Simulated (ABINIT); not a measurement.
**Geometry relaxation, with input and output: WSi2 (part 3 of 4)**

The same run, continued: WSi2 (I4/mmm, 3 atoms in the cell); Kohn-Sham DFT of a periodic cell, PBE, PseudoDojo NC SR PBE v0.4.1 standard, no spin polarisation (ABINIT 10.8.3); cutoff 1006.82 eV, 9×9×9 k-mesh, fermi-dirac of 0.05 eV. The structure derives from an entry of the Crystallography Open Database.

Geometry of the input (Å; fractional positions):
```
-1.6069  1.6069  3.9150
1.6069  -1.6069  3.9150
1.6069  1.6069  -3.9150
W  0.0000  0.0000  0.0000
Si 0.6653  0.6653  -0.0000
Si 0.3347  0.3347  0.0000
```

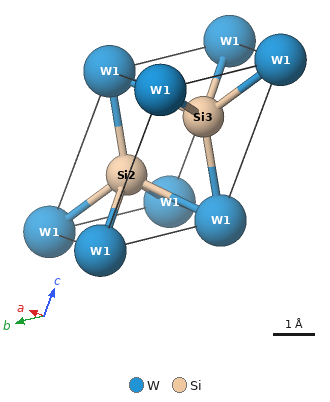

**Figure 1.** The geometry at step 4 of the log (ball-and-stick view of the reduced cell, seen at an oblique angle; atoms are numbered from 1 in the order of the input).

### Log, continued
```
 Cartesian coordinates (xcart) [bohr]
  9.84816930486973E-20  1.62489985540180E-20  5.68261570558536E-20
 -4.12740772390112E-16  2.55449686204637E-16  9.88922203990458E+00
 -2.77964288542684E-16  1.98929538797842E-16  4.97418472302124E+00
 Reduced coordinates (xred)
  6.48495920503104E-21  1.99554218095810E-20  1.87939298392871E-20
  6.65340200778971E-01  6.65340200778971E-01 -2.57657092171239E-17
  3.34659799221029E-01  3.34659799221029E-01 -1.29466101948871E-17
 Cartesian forces (fcart) [Ha/bohr]; max,rms= 4.17002E-05 1.96577E-05 (free atoms)
 -0.00000000000000E+00 -0.00000000000000E+00 -0.00000000000000E+00
  2.63026701365373E-20  3.30789337145717E-20 -4.17002301484892E-05
 -2.63026701365373E-20 -3.30789337145717E-20  4.17002301484892E-05
 Gradient of E wrt nuclear positions in reduced coordinates (gred)
  0.00000000000000E+00  0.00000000000000E+00 -0.00000000000000E+00
  3.09903741402309E-04  3.09903741402309E-04 -3.09903741402309E-04
 -3.09903741402309E-04 -3.09903741402309E-04  3.09903741402309E-04
 Scale of Primitive Cell (acell) [bohr]
  8.59439919020343E+00  8.59439919020343E+00  8.59439919020343E+00
 Real space primitive translations (rprimd) [bohr]
 -3.05233372114864E+00  3.05233372114864E+00  7.43170338146291E+00
  3.05233372114864E+00 -3.05233372114864E+00  7.43170338146291E+00
  3.05233372114864E+00  3.05233372114864E+00 -7.43170338146290E+00
 Unitary Cell Volume (ucvol) [Bohr^3]=  2.76957026693806E+02
 Angles (23,13,12)= [degrees]
  1.38394255851469E+02  1.38394255851469E+02  6.02997109502043E+01
 Lengths [Bohr]
  8.59439919020343E+00  8.59439919020343E+00  8.59439919020343E+00
 Stress tensor in cartesian coordinates (strten) [Ha/bohr^3]
  1.41172265450545E-07  0.00000000000000E+00  0.00000000000000E+00
  0.00000000000000E+00  1.41172265440137E-07  0.00000000000000E+00
  0.00000000000000E+00  0.00000000000000E+00 -2.26534399138528E-07
 Total energy (etotal) [Ha]= -8.43526281635811E+01

 Difference of energy with previous step (new-old):
           Absolute (Ha)=-7.35072E-09
           Relative     =-8.71428E-11

--- Iteration: ( 7/50) Internal Cycle: (1/1)
--------------------------------------------------------------------------------

---SELF-CONSISTENT-FIELD CONVERGENCE--------------------------------------------

--- !BeginCycle
iteration_state: {dtset: 1, itime: 7, icycle: 1, }
solver: {iscf: 7, nstep: 80, nline: 4, wfoptalg: 0, }
tolerances: {tolvrs: 1.00E-12, }
...

     iter   Etot(hartree)      deltaE(h)  residm     vres2
 ETOT  1  -84.352628157096    -8.435E+01 2.999E-06 3.323E-04
 ETOT  2  -84.352628158469    -1.373E-09 3.014E-06 2.357E-04
 ETOT  3  -84.352628171686    -1.322E-08 1.874E-07 2.969E-06
 ETOT  4  -84.352628171872    -1.852E-10 9.603E-07 1.808E-09
 ETOT  5  -84.352628171872    -3.268E-13 1.740E-07 4.353E-11
 ETOT  6  -84.352628171872    -2.842E-14 7.256E-07 1.591E-12
 ETOT  7  -84.352628171871     8.953E-13 1.681E-07 9.102E-14

 At SCF step    7       vres2   =  9.10E-14 < tolvrs=  1.00E-12 =>converged.

 Cartesian components of stress tensor (hartree/bohr^3)
  sigma(1 1)= -3.37915185E-08  sigma(3 2)=  0.00000000E+00
  sigma(2 2)= -3.37915185E-08  sigma(3 1)=  0.00000000E+00
  sigma(3 3)= -3.27972033E-07  sigma(2 1)=  0.00000000E+00

--- !ResultsGS
iteration_state: {dtset: 1, itime: 7, icycle: 1, }
comment   : Summary of ground state results
lattice_vectors:
- [ -3.0523137,   3.0523137,   7.4317064, ]
- [  3.0523137,  -3.0523137,   7.4317064, ]
- [  3.0523137,   3.0523137,  -7.4317064, ]
lattice_lengths: [   8.59439,    8.59439,    8.59439, ]
lattice_angles: [138.394, 138.394,  60.299, ] # degrees, (23, 13, 12)
lattice_volume:   2.7695351E+02
convergence: {deltae:  8.953E-13, res2:  9.102E-14, residm:  1.681E-07, diffor: null, }
etotal    :  -8.43526282E+01
entropy   :   0.00000000E+00
fermie    :   4.91894968E-01
cartesian_stress_tensor: # hartree/bohr^3
- [ -3.37915185E-08,   0.00000000E+00,   0.00000000E+00, ]
- [  0.00000000E+00,  -3.37915185E-08,   0.00000000E+00, ]
- [  0.00000000E+00,   0.00000000E+00,  -3.27972033E-07, ]
pressure_GPa:   3.8792E-03
xred      :
- [  6.8611E-21,   2.0332E-20,   1.9548E-20,  W]
- [  6.6533E-01,   6.6533E-01,  -2.5761E-17, Si]
- [  3.3467E-01,   3.3467E-01,  -1.2950E-17, Si]
cartesian_forces: # hartree/bohr
- [  6.89191632E-31,  -5.64688631E-22,  -5.64688631E-22, ]
- [  1.06107005E-21,   2.19044731E-21,  -8.69107272E-06, ]
- [ -1.06107005E-21,  -1.62575868E-21,   8.69107272E-06, ]
force_length_stats: {min:   7.98590320E-22, max:   8.69107272E-06, mean:   5.79404848E-06, }
...

 Integrated electronic density in atomic spheres:
 ------------------------------------------------
 Atom  Sphere_radius  Integrated_density
    1        2.00000         10.23610587
    2        2.00000          1.78034225
    3        2.00000          1.78034225

---OUTPUT-----------------------------------------------------------------------

 Cartesian coordinates (xcart) [bohr]
  1.00782916467223E-19  1.85506632445163E-20  5.68123285936958E-20
 -6.18942939106447E-16  4.61679545050381E-16  9.88906599733410E+00
 -1.88582140155228E-16  1.09526909790354E-16  4.97434670733497E+00
 Reduced coordinates (xred)
  6.86108082540193E-21  2.03315594767711E-20  1.95480529220690E-20
  6.65329436370130E-01  6.65329436370130E-01 -2.57613419218477E-17
  3.34670563629870E-01  3.34670563629870E-01 -1.29500500250802E-17
 Cartesian forces (fcart) [Ha/bohr]; max,rms= 8.69107E-06 4.09701E-06 (free atoms)
  6.89191631882541E-31 -5.64688630813675E-22 -5.64688631078275E-22
  1.06107004600194E-21  2.19044730900768E-21 -8.69107271813505E-06
 -1.06107004669113E-21 -1.62575867819400E-21  8.69107271813505E-06
 Gradient of E wrt nuclear positions in reduced coordinates (gred)
  5.92020693612504E-21  2.47299323722597E-21 -2.47299324143323E-21
  6.45895003279656E-05  6.45895003279656E-05 -6.45895003279656E-05
 -6.45895003279656E-05 -6.45895003279656E-05  6.45895003279656E-05
 Scale of Primitive Cell (acell) [bohr]
  8.59438754214881E+00  8.59438754214881E+00  8.59438754214881E+00
 Real space primitive translations (rprimd) [bohr]
 -3.05231370580689E+00  3.05231370580689E+00  7.43170635233453E+00
  3.05231370580689E+00 -3.05231370580689E+00  7.43170635233453E+00
  3.05231370580689E+00  3.05231370580689E+00 -7.43170635233453E+00
 Unitary Cell Volume (ucvol) [Bohr^3]=  2.76953505189314E+02
 Angles (23,13,12)= [degrees]
  1.38394482328617E+02  1.38394482328617E+02  6.02993647010806E+01
 Lengths [Bohr]
  8.59438754214881E+00  8.59438754214881E+00  8.59438754214881E+00
 Stress tensor in cartesian coordinates (strten) [Ha/bohr^3]
 -3.37915184653315E-08  0.00000000000000E+00  0.00000000000000E+00
  0.00000000000000E+00 -3.37915184601273E-08  0.00000000000000E+00
  0.00000000000000E+00  0.00000000000000E+00 -3.27972032566903E-07
 Total energy (etotal) [Ha]= -8.43526281718710E+01

 Difference of energy with previous step (new-old):
           Absolute (Ha)=-8.28985E-09
           Relative     =-9.82761E-11

--- Iteration: ( 8/50) Internal Cycle: (1/1)
--------------------------------------------------------------------------------

---SELF-CONSISTENT-FIELD CONVERGENCE--------------------------------------------

--- !BeginCycle
iteration_state: {dtset: 1, itime: 8, icycle: 1, }
solver: {iscf: 7, nstep: 80, nline: 4, wfoptalg: 0, }
tolerances: {tolvrs: 1.00E-12, }
...

     iter   Etot(hartree)      deltaE(h)  residm     vres2
 ETOT  1  -84.352628166505    -8.435E+01 1.619E-07 9.911E-05
 ETOT  2  -84.352628164559     1.946E-09 1.632E-07 1.448E-04
 ETOT  3  -84.352628173030    -8.470E-09 5.326E-07 4.661E-08
 ETOT  4  -84.352628173032    -2.260E-12 1.621E-07 5.409E-10
 ETOT  5  -84.352628173032     3.411E-13 5.279E-07 2.154E-11
 ETOT  6  -84.352628173032    -4.405E-13 1.627E-07 1.424E-13

 At SCF step    6       vres2   =  1.42E-13 < tolvrs=  1.00E-12 =>converged.

 Cartesian components of stress tensor (hartree/bohr^3)
  sigma(1 1)= -3.01575515E-08  sigma(3 2)=  0.00000000E+00
  sigma(2 2)= -3.01575515E-08  sigma(3 1)=  0.00000000E+00
  sigma(3 3)= -1.29560149E-07  sigma(2 1)=  0.00000000E+00

--- !ResultsGS
iteration_state: {dtset: 1, itime: 8, icycle: 1, }
comment   : Summary of ground state results
lattice_vectors:
- [ -3.0523104,   3.0523104,   7.4317979, ]
- [  3.0523104,  -3.0523104,   7.4317979, ]
- [  3.0523104,   3.0523104,  -7.4317979, ]
lattice_lengths: [   8.59446,    8.59446,    8.59446, ]
lattice_angles: [138.395, 138.395,  60.299, ] # degrees, (23, 13, 12)
lattice_volume:   2.7695631E+02
convergence: {deltae: -4.405E-13, res2:  1.424E-13, residm:  1.627E-07, diffor: null, }
etotal    :  -8.43526282E+01
entropy   :   0.00000000E+00
fermie    :   4.91888801E-01
cartesian_stress_tensor: # hartree/bohr^3
- [ -3.01575515E-08,   0.00000000E+00,   0.00000000E+00, ]
- [  0.00000000E+00,  -3.01575515E-08,   0.00000000E+00, ]
- [  0.00000000E+00,   0.00000000E+00,  -1.29560149E-07, ]
pressure_GPa:   1.8621E-03
xred      :
- [  6.8420E-21,   2.0429E-20,   1.9822E-20,  W]
- [  6.6533E-01,   6.6533E-01,  -2.5762E-17, Si]
- [  3.3467E-01,   3.3467E-01,  -1.2948E-17, Si]
cartesian_forces: # hartree/bohr
- [  2.86043989E-23,   2.86043989E-23,  -1.76465197E-23, ]
- [ -5.99523391E-23,  -7.01277987E-24,  -2.96880951E-07, ]
- [  3.13479401E-23,  -2.15916191E-23,   2.96880951E-07, ]
force_length_stats: {min:   4.41341470E-23, max:   2.96880951E-07, mean:   1.97920634E-07, }
...

 Integrated electronic density in atomic spheres:
 ------------------------------------------------
 Atom  Sphere_radius  Integrated_density
    1        2.00000         10.23612865
    2        2.00000          1.78034735
    3        2.00000          1.78034735

---OUTPUT-----------------------------------------------------------------------

 Cartesian coordinates (xcart) [bohr]
  1.01974571655192E-19  1.90336409449989E-20  5.53528078179099E-20
 -6.06442834782659E-16  4.49174425105979E-16  9.88914330507796E+00
 -3.70515563022269E-16  2.91470256889546E-16  4.97445240703093E+00
 Reduced coordinates (xred)
  6.84195951611737E-21  2.04285416634164E-20  1.98223965768479E-20
  6.65326445674353E-01  6.65326445674353E-01 -2.57621918267753E-17
  3.34673554325647E-01  3.34673554325647E-01 -1.29484385566299E-17
 Cartesian forces (fcart) [Ha/bohr]; max,rms= 2.96881E-07 1.39951E-07 (free atoms)
  2.86043989245457E-23  2.86043989245457E-23 -1.76465197344646E-23
 -5.99523390726900E-23 -7.01277986929622E-24 -2.96880950905589E-07
  3.13479401481443E-23 -2.15916190552495E-23  2.96880950905589E-07
 Gradient of E wrt nuclear positions in reduced coordinates (gred)
  1.31145367529416E-22  1.31145367529416E-22 -3.05764373507983E-22
  2.20635921444356E-06  2.20635921444356E-06 -2.20635921444356E-06
 -2.20635921444356E-06 -2.20635921444356E-06  2.20635921444356E-06
 Scale of Primitive Cell (acell) [bohr]
  8.59446428579586E+00  8.59446428579586E+00  8.59446428579585E+00
 Real space primitive translations (rprimd) [bohr]
 -3.05231035336883E+00  3.05231035336883E+00  7.43179785605444E+00
  3.05231035336883E+00 -3.05231035336883E+00  7.43179785605444E+00
  3.05231035336883E+00  3.05231035336883E+00 -7.43179785605444E+00
 Unitary Cell Volume (ucvol) [Bohr^3]=  2.76956306832389E+02
 Angles (23,13,12)= [degrees]
  1.38394918891819E+02  1.38394918891819E+02  6.02986972633026E+01
 Lengths [Bohr]
  8.59446428579586E+00  8.59446428579586E+00  8.59446428579585E+00
 Stress tensor in cartesian coordinates (strten) [Ha/bohr^3]
 -3.01575515167934E-08  0.00000000000000E+00  0.00000000000000E+00
  0.00000000000000E+00 -3.01575515341407E-08  0.00000000000000E+00
  0.00000000000000E+00  0.00000000000000E+00 -1.29560148510663E-07
 Total energy (etotal) [Ha]= -8.43526281730322E+01

 Difference of energy with previous step (new-old):
           Absolute (Ha)=-1.16120E-09
           Relative     =-1.37660E-11

 At Broyd/MD step   8, gradients are converged :
  max grad (force/stress) = 1.2956E-05 < tolmxf= 2.0000E-05 ha/bohr (free atoms)

================================================================================

 ----iterations are completed or convergence reached----

 Mean square residual over all n,k,spin=   14.533E-11; max=  16.274E-08
 reduced coordinates (array xred) for    3 atoms
       0.000000000000      0.000000000000      0.000000000000
       0.665326445674      0.665326445674     -0.000000000000
       0.334673554326      0.334673554326     -0.000000000000
 rms dE/dt=  1.8015E-06; max dE/dt=  2.2064E-06; dE/dt below (all hartree)
    1       0.000000000000      0.000000000000      0.000000000000
    2       0.000002206359      0.000002206359     -0.000002206359
    3      -0.000002206359     -0.000002206359      0.000002206359

 cartesian coordinates (angstrom) at end:
    1      0.00000000000000     0.00000000000000     0.00000000000000
    2     -0.00000000000000     0.00000000000000     5.23310926885103
    3     -0.00000000000000     0.00000000000000     2.63236684873651

 cartesian forces (hartree/bohr) at end:
    1      0.00000000000000     0.00000000000000    -0.00000000000000
    2     -0.00000000000000    -0.00000000000000    -0.00000029688095
    3      0.00000000000000    -0.00000000000000     0.00000029688095
 frms,max,avg= 1.3995102E-07 2.9688095E-07   0.000E+00  0.000E+00  0.000E+00 h/b

 cartesian forces (eV/Angstrom) at end:
    1      0.00000000000000     0.00000000000000    -0.00000000000000
    2     -0.00000000000000    -0.00000000000000    -0.00001526623230
    3      0.00000000000000    -0.00000000000000     0.00001526623230
 frms,max,avg= 7.1965709E-06 1.5266232E-05   0.000E+00  0.000E+00  0.000E+00 e/A
 length scales=  8.594464285796  8.594464285796  8.594464285796 bohr
              =  4.547994636877  4.547994636877  4.547994636877 angstroms
 Fermi (or HOMO) energy (hartree) =   0.49189   Average Vxc (hartree)=  -0.45961
 Eigenvalues (hartree) for nkpt=  75  k points:
 kpt#   1, nband= 15, wtk=  0.00137, kpt=  0.0000  0.0000  0.0000 (reduced coord)
  -2.22145   -0.90745   -0.90664   -0.90664   -0.01842    0.24624    0.35665    0.37538
   0.39141    0.39141    0.51665    0.59166    0.60447    0.60569    0.60569
      occupation numbers for kpt#   1
   2.00000    2.00000    2.00000    2.00000    2.00000    2.00000    2.00000    2.00000
   2.00000    2.00000    0.00000    0.00000    0.00000    0.00000    0.00000
 prteigrs : prtvol=0 or 1, do not print more k-points.

--- !EnergyTerms
iteration_state     : {dtset: 1, itime: 8, icycle: 1, }
comment             : Components of total free energy in Hartree
kinetic             :  2.37314454821708E+01
hartree             :  1.38689968047165E+01
xc                  : -1.98330626745580E+01
Ewald energy        : -6.23314937102433E+01
psp_core            :  2.41433093367367E+00
local_psp           : -5.58349107591183E+01
non_local_psp       :  1.36321709883985E+01
internal            : -8.43525229349601E+01
'-kT*entropy'       : -1.05238072043497E-04
total_energy        : -8.43526281730322E+01
total_energy_eV     : -2.29535194608000E+03
band_energy         : -5.60544029626929E+00
...

 rms coord change=  1.7630E-05   atom, delta coord (reduced):
     1        0.000000000000      0.000000000000      0.000000000000
     2        0.000026445674      0.000026445674      0.000000000000
     3       -0.000026445674     -0.000026445674      0.000000000000

 Cartesian components of stress tensor (hartree/bohr^3)
  sigma(1 1)= -3.01575515E-08  sigma(3 2)=  0.00000000E+00
  sigma(2 2)= -3.01575515E-08  sigma(3 1)=  0.00000000E+00
  sigma(3 3)= -1.29560149E-07  sigma(2 1)=  0.00000000E+00

-Cartesian components of stress tensor (GPa)         [Pressure=  1.8621E-03 GPa]
- sigma(1 1)= -8.87265798E-04  sigma(3 2)=  0.00000000E+00
- sigma(2 2)= -8.87265799E-04  sigma(3 1)=  0.00000000E+00
- sigma(3 3)= -3.81179117E-03  sigma(2 1)=  0.00000000E+00

== END DATASET(S) ==============================================================
================================================================================

 -outvars: echo values of variables after computation  --------
            acell      8.5944642858E+00  8.5944642858E+00  8.5944642858E+00 Bohr
           etotal     -8.4352628173E+01
            fcart      2.8604398925E-23  2.8604398925E-23 -1.7646519734E-23
                      -5.9952339073E-23 -7.0127798693E-24 -2.9688095091E-07
                       3.1347940148E-23 -2.1591619055E-23  2.9688095091E-07
            rprim     -3.5514841320E-01  3.5514841320E-01  8.6471915048E-01
                       3.5514841320E-01 -3.5514841320E-01  8.6471915048E-01
                       3.5514841320E-01  3.5514841320E-01 -8.6471915048E-01
           strten     -3.0157551517E-08 -3.0157551534E-08 -1.2956014851E-07
                       0.0000000000E+00  0.0000000000E+00  0.0000000000E+00
           xangst      5.3962619375E-20  1.0072169022E-20  2.9291444437E-20
                      -3.2091572766E-16  2.3769286933E-16  5.2331092689E+00
                      -1.9606839210E-16  1.5423941750E-16  2.6323668487E+00
             xred      6.8419595161E-21  2.0428541663E-20  1.9822396577E-20
                       6.6532644567E-01  6.6532644567E-01 -2.5762191827E-17
                       3.3467355433E-01  3.3467355433E-01 -1.2948438557E-17
 Calculation completed.
```

### Trajectory as extended XYZ (Å, eV, eV/Å), 8 frames, from step=0 to step=7
```
3
Lattice="-1.6069 1.6069 3.9150 1.6069 -1.6069 3.9150 1.6069 1.6069 -3.9150" Properties=species:S:1:pos:R:3:forces:R:3 step=0 energy=-2295.34564
W     0.0000    0.0000    0.0000    0.0000   0.0000   0.0000
Si    0.0000    0.0000    5.2092    0.0000   0.0000   0.0443
Si    0.0000    0.0000    2.6207    0.0000   0.0000  -0.0443
3
Lattice="-1.6123 1.6123 3.9290 1.6123 -1.6123 3.9290 1.6123 1.6123 -3.9290" Properties=species:S:1:pos:R:3:forces:R:3 step=1 energy=-2295.35136
W     0.0000    0.0000    0.0000    0.0000   0.0000   0.0000
Si    0.0000    0.0000    5.2283    0.0000   0.0000   0.0069
Si    0.0000    0.0000    2.6296    0.0000   0.0000  -0.0069
3
Lattice="-1.6148 1.6148 3.9339 1.6148 -1.6148 3.9339 1.6148 1.6148 -3.9339" Properties=species:S:1:pos:R:3:forces:R:3 step=2 energy=-2295.35193
W     0.0000    0.0000    0.0000    0.0000   0.0000   0.0000
Si    0.0000    0.0000    5.2350    0.0000   0.0000  -0.0066
Si    0.0000    0.0000    2.6328    0.0000   0.0000   0.0066
3
Lattice="-1.6150 1.6150 3.9335 1.6150 -1.6150 3.9335 1.6150 1.6150 -3.9335" Properties=species:S:1:pos:R:3:forces:R:3 step=3 energy=-2295.35194
W     0.0000    0.0000    0.0000    0.0000   0.0000   0.0000
Si    0.0000    0.0000    5.2344    0.0000   0.0000  -0.0056
Si    0.0000    0.0000    2.6326    0.0000   0.0000   0.0056
3
Lattice="-1.6152 1.6152 3.9327 1.6152 -1.6152 3.9327 1.6152 1.6152 -3.9327" Properties=species:S:1:pos:R:3:forces:R:3 step=4 energy=-2295.35195
W     0.0000    0.0000    0.0000    0.0000   0.0000   0.0000
Si    0.0000    0.0000    5.2333    0.0000   0.0000  -0.0030
Si    0.0000    0.0000    2.6322    0.0000   0.0000   0.0030
3
Lattice="-1.6152 1.6152 3.9327 1.6152 -1.6152 3.9327 1.6152 1.6152 -3.9327" Properties=species:S:1:pos:R:3:forces:R:3 step=5 energy=-2295.35195
W     0.0000    0.0000    0.0000    0.0000   0.0000   0.0000
Si    0.0000    0.0000    5.2332    0.0000   0.0000  -0.0021
Si    0.0000    0.0000    2.6322    0.0000   0.0000   0.0021
3
Lattice="-1.6152 1.6152 3.9327 1.6152 -1.6152 3.9327 1.6152 1.6152 -3.9327" Properties=species:S:1:pos:R:3:forces:R:3 step=6 energy=-2295.35195
W     0.0000    0.0000    0.0000    0.0000   0.0000   0.0000
Si    0.0000    0.0000    5.2331    0.0000   0.0000  -0.0004
Si    0.0000    0.0000    2.6323    0.0000   0.0000   0.0004
3
Lattice="-1.6152 1.6152 3.9327 1.6152 -1.6152 3.9327 1.6152 1.6152 -3.9327" Properties=species:S:1:pos:R:3:forces:R:3 step=7 energy=-2295.35195
W     0.0000    0.0000    0.0000    0.0000   0.0000   0.0000
Si    0.0000    0.0000    5.2331    0.0000   0.0000   0.0000
Si    0.0000    0.0000    2.6324    0.0000   0.0000   0.0000
```

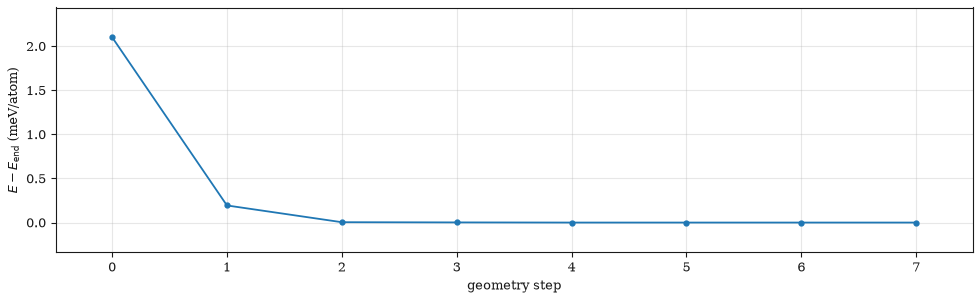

**Figure 2.** Progress of the relaxation, step by step (steps are counted from 0).
